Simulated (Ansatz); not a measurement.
## What a change does: single-point calculation on Al16Au

System: Al16Au (slab, 17 atoms in the cell).
Method of run A: DFT PBE+D3(BJ), scalar-relativistic, plane waves, PAW, no spin polarisation (Ansatz 0.2.0).

The structure derives from an entry of the Crystallography Open Database. Text and figures count atoms from 1; the logs count them from 0 in places.

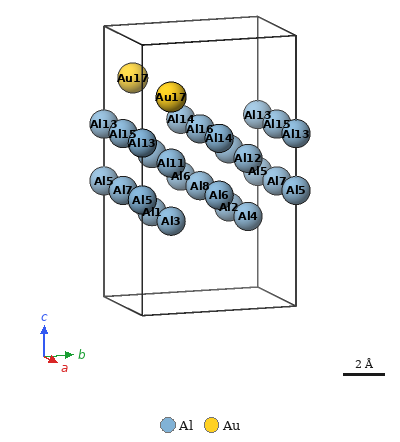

Fig. 1: The input geometry (spheres-only view of the cell of the calculation, with the vacuum cut short, seen slightly off an axis; atoms are numbered from 1 in the order of the input).

Input file, run A:
```yaml
crystal:
  lattice:
    - [5.6324246412, 0.0, 0.0]
    - [0.0, 7.9654513166, 0.0]
    - [0.0, 0.0, 21.2293510975]
  atoms:
    - { symbol: Al, position: [0.25, 0.25, 0.1884183827] }
    - { symbol: Al, position: [0.25, 0.75, 0.1884183827] }
    - { symbol: Al, position: [0.75, 0.25, 0.1884183827] }
    - { symbol: Al, position: [0.75, 0.75, 0.1884183827] }
    - { symbol: Al, position: [0.0, 0.0, 0.2547466541] }
    - { symbol: Al, position: [0.0, 0.5, 0.2547466541] }
    - { symbol: Al, position: [0.5, 0.0, 0.2547466541] }
    - { symbol: Al, position: [0.5, 0.5, 0.2547466541] }
    - { symbol: Al, position: [0.25, 0.25, 0.3240951258] }
    - { symbol: Al, position: [0.25, 0.75, 0.3240951258] }
    - { symbol: Al, position: [0.75, 0.25, 0.3240951258] }
    - { symbol: Al, position: [0.75, 0.75, 0.3240951258] }
    - { symbol: Al, position: [0.0, 0.0, 0.3876402562] }
    - { symbol: Al, position: [0.0, 0.5, 0.3876402562] }
    - { symbol: Al, position: [0.5, 0.0, 0.3876402562] }
    - { symbol: Al, position: [0.5, 0.5, 0.3876402562] }
    - { symbol: Au, position: [0.0, 0.1875, 0.4912703667] }
basis:
  ecutwfc: 420
kpoints:
  mp_grid: { grid: [5, 4, 1] }
hamiltonian:
  xc: pbe
  dispersion: d3bj
scf:
  occupations: { method: gaussian, width: 0.1 }
output:
  forces: true
  eigenvalues: true
efield:
  axis: 3
  dipole_correction: true
  ramp_width: 0.04
```

Launched with:
```bash
ansatz run input.yaml --threads 1 --pin off --max-ram 3072MiB --backend cpu --events-out ev --progress --plain --runs-dir out
```

Hardware: 1 thread of Intel Xeon (Granite Rapids), 32 GiB of memory available, shared host.

Output, shortened to warnings, some set-up lines, iterations and results (run A):
```
Basis set: ecut = 420 eV, 18655 PW (Γ), exchange–correlation on 80×108×288 points (8 copies of the dense FFT grid, shifted against one another)
Symmetry: 2 space group operations
k-points: 9 of 20 (time reversal used)
Initial density: superposition of atomic densities (neutral atoms: chi_scale 0, normalization atom), corrected by the library's trained network
[...]
SCF iter   1: F=—  HF=-21747.226389 eV  |F-HF|=—  |Δ(HF+E_count)|=         —  Δρ=1.66e-3  dr2=1.03e-1  ethr=1.77e-3  p=-0.134 e·Å  D=-2.55e-2 V/Å  ΔV_dip=0.54 eV  …
SCF iter   2: F=—  HF=-21747.216768 eV  |F-HF|=—  |Δ(HF+E_count)|=   9.62e-3  Δρ=8.89e-4  dr2=1.95e-2  ethr=1.54e-4  p=-0.146 e·Å  D=-2.77e-2 V/Å  ΔV_dip=0.59 eV  …
SCF iter   3: F=—  HF=-21747.215347 eV  |F-HF|=—  |Δ(HF+E_count)|=   1.42e-3  Δρ=4.14e-4  dr2=3.59e-3  ethr=2.91e-5  p=-0.144 e·Å  D=-2.73e-2 V/Å  ΔV_dip=0.58 eV  …
SCF iter   4: F=—  HF=-21747.214683 eV  |F-HF|=—  |Δ(HF+E_count)|=   6.64e-4  Δρ=1.30e-4  dr2=3.54e-4  ethr=5.35e-6  p=-0.148 e·Å  D=-2.82e-2 V/Å  ΔV_dip=0.60 eV  …
SCF iter   5: F=—  HF=-21747.214641 eV  |F-HF|=—  |Δ(HF+E_count)|=   4.22e-5  Δρ=3.19e-5  dr2=3.47e-5  ethr=5.28e-7  p=-0.149 e·Å  D=-2.83e-2 V/Å  ΔV_dip=0.60 eV  …
SCF iter   6: F=—  HF=-21747.215261 eV  |F-HF|=—  |Δ(HF+E_count)|=   6.21e-4  Δρ=1.93e-5  dr2=9.12e-6  ethr=5.18e-8  p=-0.149 e·Å  D=-2.84e-2 V/Å  ΔV_dip=0.60 eV  …
SCF iter   7: F=—  HF=-21747.215260 eV  |F-HF|=—  |Δ(HF+E_count)|=   7.42e-7  Δρ=4.01e-6  dr2=4.84e-7  ethr=1.36e-8  p=-0.149 e·Å  D=-2.84e-2 V/Å  ΔV_dip=0.60 eV  …
SCF iter   8: F=-21747.215261 eV  HF=-21747.215261 eV  |F-HF|=1.91e-8  |Δ(HF+E_count)|=   4.43e-7  Δρ=1.31e-6  dr2=5.84e-8  ethr=1.49e-10  p=-0.149 e·Å  D=-2.84e-2 V/Å  …
SCF 1 converged in 8 iterations: F = -21747.215261 eV  dr2 = 5.84e-8
SCF converged after 8 iterations
Free energy (F): -21747.215261 eV
Harris-Foulkes:  -21747.215261 eV  (|F-HF|=1.91e-8)
Internal energy: -21747.171452 eV  (E = F + TS)
E sigma→0 (E₀):  -21747.193356 eV
Entropy (-TS):   -0.043809 eV (-2.577 meV/atom)
Fermi energy:    -0.509609 eV
Dipole field:    D = -0.028464 V/Å  (p = -0.149824 e·Å, saw-weighted, corrected)
Work function:   Φ+ = 4.7284 eV   Φ− = 4.1241 eV
Levels:          The Fermi level and band energies are counted from a zero that moves with the ramp; work functions are not
--- Per-component energies (eV) ---
  E_band       = -796.881185
  E_kinetic    = 948.810147
  E_local      = -16097.753381  (includes V_loc(G=0)·N_el)
  E_nonlocal   = 242.580187
  E_hartree    = 7624.968011
  E_xc         = -849.129024
  E_vxc        = -718.389252  (∫ρ·V_xc dr)
  E_paw        = -17184.705920  (= ΣΔE_a)
  E_vpaw       = -422.315405  (= ΣTr[D̂ρ^β])
  E_aug_tail   = 0.001391  (compensation charges beyond the density's cutoff)
  E_efield     = 0.002132  (sawtooth field / dipole correction)
  E_vefield    = 0.260097  (∫n·V_field dr)
  E_ewald      = 3571.722294
  E_disp       = -3.667289  (pairwise vdW)
  E_smearing   = -0.043809  (= −TS)
  E_closure    = 0.000000  (closes the sum)
  Σ components = -21747.215261   (vs F -21747.215261, Δ=0.00e0)
--- Forces (eV/Å), atoms counted from 1 ---
  atom   1  Al    -0.01324162    -0.00141493     0.15507456
  atom   2  Al     0.12322097    -0.02494476     0.11855888
  atom   3  Al     0.01324162    -0.00141493     0.15507456
  atom   4  Al    -0.12322097    -0.02494476     0.11855888
  atom   5  Al     0.00000000     0.02361440    -0.15014025
  atom   6  Al     0.00000000    -0.00792900    -0.11201973
  atom   7  Al     0.00000000    -0.07775614    -0.07600163
  atom   8  Al     0.00000000     0.07373403    -0.07630772
  atom   9  Al     0.05795725    -0.01033614    -0.13002238
  atom  10  Al     0.07273630     0.05837879     0.00583217
  atom  11  Al    -0.05795725    -0.01033614    -0.13002238
  atom  12  Al    -0.07273630     0.05837879     0.00583217
  atom  13  Al     0.00000000     0.55700580     1.05881274
  atom  14  Al     0.00000000    -0.39910596     0.48750258
  atom  15  Al     0.00000000    -0.03768387     0.01038075
  atom  16  Al     0.00000000     0.02168683    -0.01468456
  atom  17  Au     0.00000000    -0.19691894    -1.42633269
  max |Σ_I F_I| component: 9.60e-5 eV/Å
```

The input of run B differs as follows (lines with − go, lines with + come):
```diff
-  ecutwfc: 420
+  ecutwfc: "300 eV"
+  hubbard: { sites: [{ species: Au, l: d, u_eff: 2.0 }], double_counting: fll }
```

What does this change do to the results?

The total energies belong to different models, so their difference says nothing on which is more stable or more accurate. The largest force goes from 1.440 to 1.291 eV/Å. The SCF takes 9 iterations against 8. The plane waves at Γ go from 18655 to 11179.

Output, shortened to warnings, some set-up lines, iterations and results (run B):
```
Warning: basis.ecutwfc = 300 eV is below the records' recommended 420 eV, and the density's cutoff is lower with it unless basis.ecutrho_ratio is high enough to keep the records' density cutoff: compare with a run at a higher cutoff
Basis set: ecut = 300 eV, 11179 PW (Γ), exchange–correlation on 64×90×240 points (8 copies of the dense FFT grid, shifted against one another)
Symmetry: 2 space group operations
k-points: 9 of 20 (time reversal used)
Initial density: superposition of atomic densities (neutral atoms: chi_scale 0, normalization atom)
[...]
SCF iter   1: F=—  HF=-21750.008847 eV  |F-HF|=—  |Δ(HF+E_count)|=         —  Δρ=1.86e-2  dr2=2.19e1  ethr=3.10e-3  p=-0.000 e·Å  D=-3.02e-6 V/Å  ΔV_dip=0.00 eV  …
SCF iter   2: F=—  HF=-21746.621313 eV  |F-HF|=—  |Δ(HF+E_count)|=    3.39e0  Δρ=6.62e-3  dr2=1.19e0  ethr=3.10e-3  p=-0.150 e·Å  D=-2.84e-2 V/Å  ΔV_dip=0.60 eV  …
SCF iter   3: F=—  HF=-21746.518024 eV  |F-HF|=—  |Δ(HF+E_count)|=   1.03e-1  Δρ=1.97e-3  dr2=7.56e-2  ethr=1.78e-3  p=-0.162 e·Å  D=-3.09e-2 V/Å  ΔV_dip=0.66 eV  …
SCF iter   4: F=—  HF=-21746.514358 eV  |F-HF|=—  |Δ(HF+E_count)|=   3.67e-3  Δρ=6.26e-4  dr2=9.70e-3  ethr=1.13e-4  p=-0.163 e·Å  D=-3.11e-2 V/Å  ΔV_dip=0.66 eV  …
SCF iter   5: F=—  HF=-21746.513042 eV  |F-HF|=—  |Δ(HF+E_count)|=   1.32e-3  Δρ=1.85e-4  dr2=5.12e-4  ethr=1.45e-5  p=-0.159 e·Å  D=-3.01e-2 V/Å  ΔV_dip=0.64 eV  …
SCF iter   6: F=—  HF=-21746.513258 eV  |F-HF|=—  |Δ(HF+E_count)|=   2.17e-4  Δρ=6.66e-5  dr2=8.34e-5  ethr=7.64e-7  p=-0.159 e·Å  D=-3.03e-2 V/Å  ΔV_dip=0.64 eV  …
SCF iter   7: F=—  HF=-21746.513329 eV  |F-HF|=—  |Δ(HF+E_count)|=   7.13e-5  Δρ=1.87e-5  dr2=7.90e-6  ethr=1.24e-7  p=-0.159 e·Å  D=-3.02e-2 V/Å  ΔV_dip=0.64 eV  …
SCF iter   8: F=—  HF=-21746.513339 eV  |F-HF|=—  |Δ(HF+E_count)|=   9.43e-6  Δρ=5.97e-6  dr2=5.48e-7  ethr=1.18e-8  p=-0.159 e·Å  D=-3.02e-2 V/Å  ΔV_dip=0.64 eV  …
SCF iter   9: F=-21746.513339 eV  HF=-21746.513339 eV  |F-HF|=3.88e-7  |Δ(HF+E_count)|=   1.75e-7  Δρ=1.61e-6  dr2=4.26e-8  ethr=1.49e-10  p=-0.159 e·Å  D=-3.02e-2 V/Å  …
SCF 1 converged in 9 iterations: F = -21746.513339 eV  dr2 = 4.26e-8
SCF converged after 9 iterations
Free energy (F): -21746.513339 eV
Harris-Foulkes:  -21746.513339 eV  (|F-HF|=3.88e-7)
Internal energy: -21746.467531 eV  (E = F + TS)
E sigma→0 (E₀):  -21746.490435 eV
Entropy (-TS):   -0.045808 eV (-2.695 meV/atom)
Fermi energy:    -0.510625 eV
Dipole field:    D = -0.030112 V/Å  (p = -0.158499 e·Å, saw-weighted, corrected)
Work function:   Φ+ = 4.7510 eV   Φ− = 4.1117 eV
Levels:          The Fermi level and band energies are counted from a zero that moves with the ramp; work functions are not
--- Per-component energies (eV) ---
  E_band       = -803.628960
  E_kinetic    = 950.985831
  E_local      = -16100.950214  (includes V_loc(G=0)·N_el)
  E_nonlocal   = 241.684771
  E_hartree    = 7627.445244
  E_xc         = -849.594057
  E_vxc        = -719.055372  (∫ρ·V_xc dr)
  E_hubbard    = 0.147326  (on-site DFT+U / exact-exchange correction)
  E_vhub       = -9.554622  (the Hubbard potential's part of the band-sum identity)
  E_paw        = -17184.246470  (= ΣΔE_a)
  E_vpaw       = -421.919745  (= ΣTr[D̂ρ^β])
  E_aug_tail   = 0.002645  (compensation charges beyond the density's cutoff)
  E_efield     = 0.002386  (sawtooth field / dipole correction)
  E_vefield    = 0.275418  (∫n·V_field dr)
  E_ewald      = 3571.722294
  E_disp       = -3.667289  (pairwise vdW)
  E_smearing   = -0.045808  (= −TS)
  E_closure    = 0.000000  (closes the sum)
  Σ components = -21746.513339   (vs F -21746.513339, Δ=0.00e0)
--- Forces (eV/Å), atoms counted from 1 ---
  atom   1  Al    -0.02776684    -0.00170679     0.14020004
  atom   2  Al     0.12112157    -0.02404843     0.09889658
  atom   3  Al     0.02776684    -0.00170679     0.14020004
  atom   4  Al    -0.12112157    -0.02404843     0.09889658
  atom   5  Al     0.00000000     0.02724012    -0.15228911
  atom   6  Al     0.00000000    -0.01090475    -0.11487714
  atom   7  Al     0.00000000    -0.07532815    -0.08316329
  atom   8  Al     0.00000000     0.07177666    -0.08030645
  atom   9  Al     0.05823254    -0.00882010    -0.14115263
  atom  10  Al     0.07306217     0.05499654     0.00121083
  atom  11  Al    -0.05823254    -0.00882010    -0.14115263
  atom  12  Al    -0.07306217     0.05499654     0.00121083
  atom  13  Al     0.00000000     0.50556968     0.99164837
  atom  14  Al     0.00000000    -0.36831328     0.48536713
  atom  15  Al     0.00000000    -0.04117839     0.02207901
  atom  16  Al     0.00000000     0.02032698     0.01271352
  atom  17  Au     0.00000000    -0.17002657    -1.27954106
  max |Σ_I F_I| component: 5.94e-5 eV/Å
Occupation matrices written to [file]
```

The two runs side by side:

| quantity | run A | run B |
| --- | --- | --- |
| outcome | converged | converged |
| free energy per atom (eV) | −1279.2480 | −1279.2067 |
| energy per atom, smearing taken to zero (eV) | −1279.2467 | −1279.2053 |
| gap on the mesh (eV) | 0.00 | 0.00 |
| work function (eV) | 4.73 | – |
| largest force (eV/Å) | 1.440 | 1.291 |
| SCF iterations | 8 | 9 |
| irreducible k-points | 9 | 9 |
| plane waves at Γ | 18655 | 11179 |
| wall time (shared host) | 19 s | 15 s |

For both runs: Spin–orbit coupling is left out, which matters for Au. For run B: These settings are looser than, or depart from, a standard set-up, so the numbers are not reference values for this system. Warnings: the cutoff is below the recommended one.
